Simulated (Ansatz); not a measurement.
# Ni3Ge: geometry relaxation (part 1 of 2)

Ni3Ge (Pm-3m, 4 atoms in the cell), computed with DFT r2SCAN, scalar-relativistic, plane waves, PAW, no spin polarisation (Ansatz 0.2.0).

The structure derives from a Materials Project entry. Figures and captions count atoms from 1; the log counts them from 0 in places.

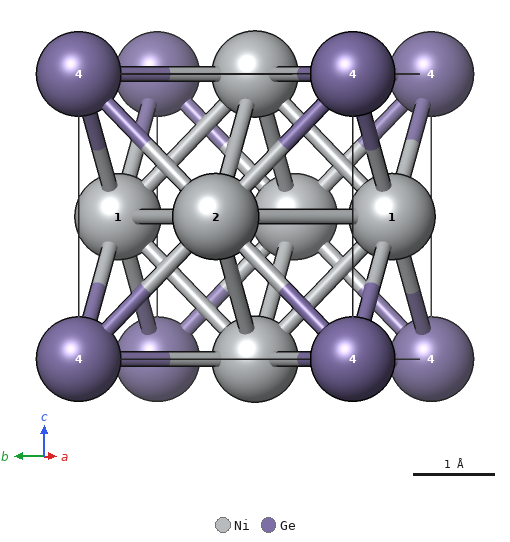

*The input geometry (ball-and-stick view of the cell of the calculation, seen at an oblique angle; atoms are numbered from 1 in the order of the input).*

Near neighbours in the crystal (not all of them lie inside the picture): Ni has 4 Ge at 2.50 Å and 8 Ni at 2.50 Å; Ge has 12 Ni at 2.50 Å.

## Key numbers

| quantity | value |
| --- | --- |
| outcome | converged |
| space group (tolerance 0.01 Å) | Pm-3m (221) |
| electrons treated | 68 |
| free energy | −21839.7591 eV |
| Fermi energy | 18.484 eV |
| gap on the k-point mesh | none (metallic) |
| pressure | 0.00 GPa |
| final volume | 44.08 Å³ |
| largest force (length of the vector) at the end | under 0.001 eV/Å |
| final cell | a = 3.533 Å, b = 3.533 Å, c = 3.533 Å, α = 90.00°, β = 90.00°, γ = 90.00° |
| hardware | 1 thread of Oxide Virtual Turin-like (Zen 5), 32 GiB of memory available, shared host |
| wall time | 68 s |
| peak memory | 0.58 GiB |

## Notes

The run has no spin polarisation, so a magnetic state may lie lower.

## The input
```yaml
crystal:
  lattice:
    - [3.5303341067, 0.0, 0.0]
    - [0.0, 3.5303341067, 0.0]
    - [0.0, 0.0, 3.5303341067]
  atoms:
    - { symbol: Ni, position: [0.5, 0.0, 0.5] }
    - { symbol: Ni, position: [0.0, 0.5, 0.5] }
    - { symbol: Ni, position: [0.5, 0.5, 0.0] }
    - { symbol: Ge, position: [0.0, 0.0, 0.0] }
basis:
  ecutwfc: 500
kpoints:
  mp_grid: { grid: [12, 12, 12] }
hamiltonian:
  xc: r2scan
scf:
  occupations: { method: gaussian, width: 0.1 }
output:
  forces: true
  stress: true
  eigenvalues: true
relax:
  adjacent_minimum: "off"
  f_tol: 0.005
  max_steps: 80
  cell: { stress_tol: 0.05 }
```

Launched with:
```bash
ansatz run input.yaml --threads 1 --pin off --max-ram 2560MiB --backend cpu --events-out ev --progress --plain --runs-dir out
```

## What the program printed
```
Engine: ansatz 0.2.0, x86_64-unknown-linux-gnu
Pseudopotentials: kind: paw
Pseudopotential: Ni, paw, valence charge 18, recommended cutoff 500 eV (meta_gga), Ni.paw.azcp
Pseudopotential: Ge, paw, valence charge 14, recommended cutoff 500 eV (meta_gga), Ge.paw.azcp
Functional definition: r2SCAN
  parameter k0 = 0.174
  parameter k1 = 0.065
  parameter a1 = 4.9479
  exchange = r2scan_x(k0 = k0, k1 = k1, a1 = a1)
  correlation = r2scan_c
Crystal: 4 atoms, lattice volume = 43.999 Å³
Basis set: ecut = 500 eV, 1141 PW (Γ), exchange–correlation on 108×108×108 points (64 copies of the dense FFT grid, shifted against one another)
Bands: 41, of which v1, the nominal top of the filled ones, is band 34 counted from 1 (33 counted from 0)
Symmetry: 48 space group operations
Space group: Pm-3m (ITA 221), of the structure as read, at distance tolerance 3.5e-5 Å
k-points: 84 of 1728
Non-local potential: Ni, projectors of the file, l = 0: 3, l = 1: 2, l = 2: 3, l = 3: 1
Non-local potential: Ge, projectors of the file, l = 0: 2, l = 1: 2, l = 2: 3, l = 3: 1
PAW form: soft (Blöchl's): semilocal exchange-correlation on the pseudo side does not see the compensation charge
PAW frozen core: Ni, regenerated for the run's functional (the file was generated under x = pbe(κ = 0.804, μ = 0.2195149727645171), c = pbe(β = 0.06672455060314922))
PAW frozen core: Ge, regenerated for the run's functional (the file was generated under x = pbe(κ = 0.804, μ = 0.2195149727645171), c = pbe(β = 0.06672455060314922))
PAW one-centre angular grid: Ni, 590 points (default); XC on 160 Gauss nodes
PAW one-centre angular grid: Ge, 590 points (default); XC on 160 Gauss nodes
Initial density: superposition of atomic densities (neutral atoms: chi_scale 0, normalization atom), corrected by the library's trained network
Initial wavefunctions: pseudopotential atomic-orbital guess
Functional: x = r2scan, c = r2scan; τ floored in thin density (d = 2e-4 eV/Å³)
SCF iter   1: F=—  HF=-21839.587181 eV  |F-HF|=—  |Δ(HF+E_count)|=         —  Δρ=2.57e-2  dr2=2.07e-1  dr2_τ=1.27e-1  ethr=1.77e-3  ⟨swp⟩=5.6  Hψ=11691  notcnv=0  defer=24
preconditioner: auto → Kerker (q_TF=auto, 2.934 Å⁻¹)  [metal: Δε(μ)=0.027 eV  Ē_g=13.845 eV  σ=0.100 eV  W_gap=0.15  n_scr=18 (ndim 8)  ℏωp=37.1 eV  f_vac=0.000  D(μ)=2.01/eV (n_scr^D=18)]
SCF iter   2: F=—  HF=-21839.765861 eV  |F-HF|=—  |Δ(HF+E_count)|=   1.79e-1  Δρ=5.18e-3  dr2=4.01e-3  dr2_τ=1.74e-3  ethr=3.05e-4  ⟨swp⟩=2.2  Hψ=7302  notcnv=0  defer=148
SCF iter   3: F=—  HF=-21839.762782 eV  |F-HF|=—  |Δ(HF+E_count)|=   3.08e-3  Δρ=8.64e-3  dr2=2.63e-2  dr2_τ=5.43e-5  ethr=5.90e-6  ⟨swp⟩=2.1  Hψ=6607  notcnv=0  defer=148
SCF iter   4: F=—  HF=-21839.758120 eV  |F-HF|=—  |Δ(HF+E_count)|=   4.66e-3  Δρ=4.03e-3  dr2=3.06e-3  dr2_τ=1.53e-5  ethr=5.90e-6  ⟨swp⟩=2.0  Hψ=6540  notcnv=0  defer=148
SCF iter   5: F=—  HF=-21839.758763 eV  |F-HF|=—  |Δ(HF+E_count)|=   6.42e-4  Δρ=1.42e-3  dr2=3.82e-4  dr2_τ=3.89e-6  ethr=4.50e-6  ⟨swp⟩=2.1  Hψ=4356  notcnv=0  defer=148
SCF iter   6: F=—  HF=-21839.758990 eV  |F-HF|=—  |Δ(HF+E_count)|=   2.27e-4  Δρ=3.96e-4  dr2=6.47e-5  dr2_τ=2.81e-7  ethr=5.62e-7  ⟨swp⟩=2.1  Hψ=5129  notcnv=0  defer=148
SCF iter   7: F=—  HF=-21839.758996 eV  |F-HF|=—  |Δ(HF+E_count)|=   6.14e-6  Δρ=1.18e-4  dr2=4.93e-6  dr2_τ=3.43e-8  ethr=9.51e-8  ⟨swp⟩=2.0  Hψ=4922  notcnv=0  defer=148
SCF iter   8: F=—  HF=-21839.758997 eV  |F-HF|=—  |Δ(HF+E_count)|=   5.75e-7  Δρ=3.11e-5  dr2=3.41e-7  dr2_τ=4.42e-9  ethr=7.25e-9  ⟨swp⟩=2.0  Hψ=5977  notcnv=0  defer=148
SCF iter   9: F=-21839.758997 eV  HF=-21839.758997 eV  |F-HF|=4.17e-9  |Δ(HF+E_count)|=   1.37e-7  Δρ=4.65e-6  dr2=9.86e-9  dr2_τ=8.89e-11  ethr=1.47e-10  ⟨swp⟩=10.1  Hψ=17640  notcnv=0
SCF 1 converged in 9 iterations: F = -21839.758997 eV  dr2 = 9.86e-9
  greatest PAW one-centre occupation: 1.001 electrons in one spin orbital (limit 2), on the Ni atom at site 1 (counted from 0), in its partial waves of l = 1
relax step   1: F+E_penalty+E_count = -21839.75899676 eV  Δ(F+E_penalty+E_count) = +0.000e0 eV  max|allowed force component| = 2.530e-28 eV/Å  Δτ_max = 0.0000 Å  P = +0.418 GPa  Ω = 43.999 Å³  (9 SCF iters, dr2 threshold 1.00e-7 eV, accepted)
Crystal: 4 atoms, lattice volume = 44.048 Å³
Initial density: handed on by an earlier stage of this run
Initial wavefunctions: those handed on with the density
iter 1 solved again at ethr=2.12e-8 eV; its pass at ethr=3.10e-3 eV (dr2=1.44e-5 eV) is discarded
SCF iter   1: F=—  HF=-21839.758973 eV  |F-HF|=—  |Δ(HF+E_count)|=         —  Δρ=2.09e-4  dr2=1.12e-5  dr2_τ=3.75e-5  ethr=2.12e-8  ⟨swp⟩=2.2  Hψ=14234  notcnv=0
preconditioner: auto → Kerker (q_TF=auto, 2.933 Å⁻¹)  [metal: Δε(μ)=0.016 eV  Ē_g=13.784 eV  σ=0.100 eV  W_gap=0.09  n_scr=18 (ndim 8)  ℏωp=37.1 eV  f_vac=0.000  D(μ)=2.17/eV (n_scr^D=18)]
SCF iter   2: F=—  HF=-21839.759038 eV  |F-HF|=—  |Δ(HF+E_count)|=   6.44e-5  Δρ=2.15e-4  dr2=1.34e-5  dr2_τ=1.14e-7  ethr=1.64e-8  ⟨swp⟩=2.0  Hψ=6241  notcnv=0
SCF iter   3: F=—  HF=-21839.759036 eV  |F-HF|=—  |Δ(HF+E_count)|=   2.02e-6  Δρ=5.37e-5  dr2=1.55e-6  dr2_τ=5.33e-9  ethr=1.64e-8  ⟨swp⟩=2.0  Hψ=4410  notcnv=0
SCF iter   4: F=-21839.759035 eV  HF=-21839.759036 eV  |F-HF|=1.37e-7  |Δ(HF+E_count)|=   1.68e-7  Δρ=2.59e-5  dr2=2.52e-7  dr2_τ=1.39e-9  ethr=5.88e-10  ⟨swp⟩=4.0  Hψ=15415  notcnv=0
SCF 2 converged in 4 iterations: F = -21839.759035 eV  dr2 = 2.52e-7
relax step   2: F+E_penalty+E_count = -21839.75903546 eV  Δ(F+E_penalty+E_count) = -3.870e-5 eV  max|allowed force component| = 5.206e-29 eV/Å  Δτ_max = 0.0000 Å  P = +0.180 GPa  Ω = 44.048 Å³  energy of the carried Pulay correction = -5.181e-5 eV  (4 SCF iters, dr2 threshold 4.00e-7 eV, accepted)
Crystal: 4 atoms, lattice volume = 44.085 Å³
iter 1 solved again at ethr=1.56e-8 eV; its pass at ethr=3.10e-3 eV (dr2=1.06e-5 eV) is discarded
SCF iter   1: F=—  HF=-21839.758983 eV  |F-HF|=—  |Δ(HF+E_count)|=         —  Δρ=1.81e-4  dr2=8.70e-6  dr2_τ=2.10e-5  ethr=1.56e-8  ⟨swp⟩=2.2  Hψ=14202  notcnv=0
preconditioner: auto → Kerker (q_TF=auto, 2.933 Å⁻¹)  [metal: Δε(μ)=0.016 eV  Ē_g=13.777 eV  σ=0.100 eV  W_gap=0.09  n_scr=18 (ndim 8)  ℏωp=37.1 eV  f_vac=0.000  D(μ)=2.17/eV (n_scr^D=18)]
SCF iter   2: F=—  HF=-21839.759018 eV  |F-HF|=—  |Δ(HF+E_count)|=   3.49e-5  Δρ=1.68e-4  dr2=9.02e-6  dr2_τ=8.55e-8  ethr=1.28e-8  ⟨swp⟩=2.0  Hψ=6129  notcnv=0
SCF iter   3: F=—  HF=-21839.759017 eV  |F-HF|=—  |Δ(HF+E_count)|=   1.32e-6  Δρ=3.93e-5  dr2=1.21e-6  dr2_τ=4.02e-9  ethr=1.28e-8  ⟨swp⟩=2.0  Hψ=4349  notcnv=0
SCF iter   4: F=—  HF=-21839.759017 eV  |F-HF|=—  |Δ(HF+E_count)|=   1.65e-7  Δρ=2.90e-5  dr2=2.75e-7  dr2_τ=1.37e-9  ethr=1.77e-9  ⟨swp⟩=2.2  Hψ=4679  notcnv=0
SCF iter   5: F=—  HF=-21839.759017 eV  |F-HF|=—  |Δ(HF+E_count)|=   3.36e-8  Δρ=2.39e-5  dr2=1.38e-7  dr2_τ=4.41e-10  ethr=4.04e-10  ⟨swp⟩=2.5  Hψ=5294  notcnv=0
SCF iter   6: F=-21839.759017 eV  HF=-21839.759017 eV  |F-HF|=4.85e-8  |Δ(HF+E_count)|=   3.23e-9  Δρ=1.62e-5  dr2=6.42e-8  dr2_τ=1.50e-10  ethr=1.19e-10  ⟨swp⟩=4.1  Hψ=12270  notcnv=0
SCF 3 converged in 6 iterations: F = -21839.759017 eV  dr2 = 6.42e-8
  greatest PAW one-centre occupation: 1.001 electrons in one spin orbital (limit 2), on the Ni atom at site 2 (counted from 0), in its partial waves of l = 1
relax step   3: F+E_penalty+E_count = -21839.75901663 eV  Δ(F+E_penalty+E_count) = +1.882e-5 eV  max|allowed force component| = 1.499e-29 eV/Å  Δτ_max = 0.0000 Å  P = -0.001 GPa  Ω = 44.085 Å³  energy of the carried Pulay correction = -9.080e-5 eV  (6 SCF iters, dr2 threshold 8.06e-8 eV, accepted)
Initial wavefunctions: pseudopotential atomic-orbital guess (no wavefunctions were taken with the density)
iter 1 solved again at ethr=3.49e-8 eV; its pass at ethr=3.10e-3 eV (dr2=2.37e-5 eV) is discarded
SCF iter   1: F=—  HF=-21839.759121 eV  |F-HF|=—  |Δ(HF+E_count)|=         —  Δρ=2.10e-5  dr2=1.05e-7  dr2_τ=8.15e-9  ethr=3.49e-8  ⟨swp⟩=4.0  Hψ=23410  notcnv=0
SCF iter   2: F=—  HF=-21839.759119 eV  |F-HF|=—  |Δ(HF+E_count)|=   2.53e-6  Δρ=6.59e-6  dr2=1.12e-8  dr2_τ=1.84e-9  ethr=1.54e-10  ⟨swp⟩=2.2  Hψ=6442  notcnv=0
SCF iter   3: F=—  HF=-21839.759119 eV  |F-HF|=—  |Δ(HF+E_count)|=   1.18e-9  Δρ=1.20e-5  dr2=3.68e-8  dr2_τ=1.19e-10  ethr=1.65e-11  ⟨swp⟩=2.0  Hψ=6304  notcnv=0
SCF iter   4: F=—  HF=-21839.759119 eV  |F-HF|=—  |Δ(HF+E_count)|=   7.79e-9  Δρ=1.80e-6  dr2=1.07e-9  dr2_τ=2.10e-11  ethr=1.65e-11  ⟨swp⟩=2.0  Hψ=5774  notcnv=0
SCF iter   5: F=—  HF=-21839.759119 eV  |F-HF|=—  |Δ(HF+E_count)|=   1.04e-9  Δρ=1.12e-6  dr2=5.28e-10  dr2_τ=8.07e-12  ethr=1.57e-12  ⟨swp⟩=2.0  Hψ=4936  notcnv=0
SCF iter   6: F=—  HF=-21839.759119 eV  |F-HF|=—  |Δ(HF+E_count)|=  8.00e-11  Δρ=4.00e-7  dr2=4.74e-11  dr2_τ=6.61e-13  ethr=1.00e-12  ⟨swp⟩=2.8  Hψ=5950  notcnv=0
SCF iter   7: F=-21839.759119 eV  HF=-21839.759119 eV  |F-HF|=1.46e-11  |Δ(HF+E_count)|=  1.09e-11  Δρ=2.38e-7  dr2=1.45e-11  dr2_τ=2.03e-13  ethr=1.00e-12  ⟨swp⟩=4.4  Hψ=12762  notcnv=0
SCF 4 converged in 7 iterations: F = -21839.759119 eV  dr2 = 1.45e-11
relax step   4: F+E_penalty+E_count = -21839.75911854 eV  Δ(F+E_penalty+E_count) = -1.019e-4 eV  max|allowed force component| = 9.992e-30 eV/Å  Δτ_max = 0.0000 Å  P = +0.000 GPa  Ω = 44.085 Å³  stress off target by 4.06e-5 GPa  SCF on the basis re-selected at this cell (its energy is not comparable with the rows above)  (7 SCF iters)
```

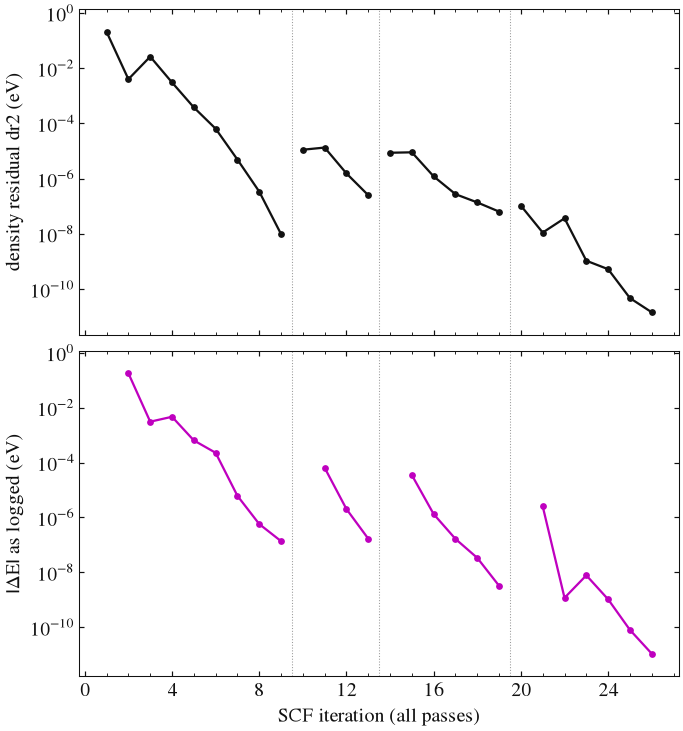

*Convergence of the self-consistent field: density residual dr2 and size of the energy change against the SCF iteration. The dotted lines part the SCF passes of the relaxation: geometry steps, rejected trials and re-solves on a re-selected basis.*

The passes take 9, 4, 6 and 7 iterations.
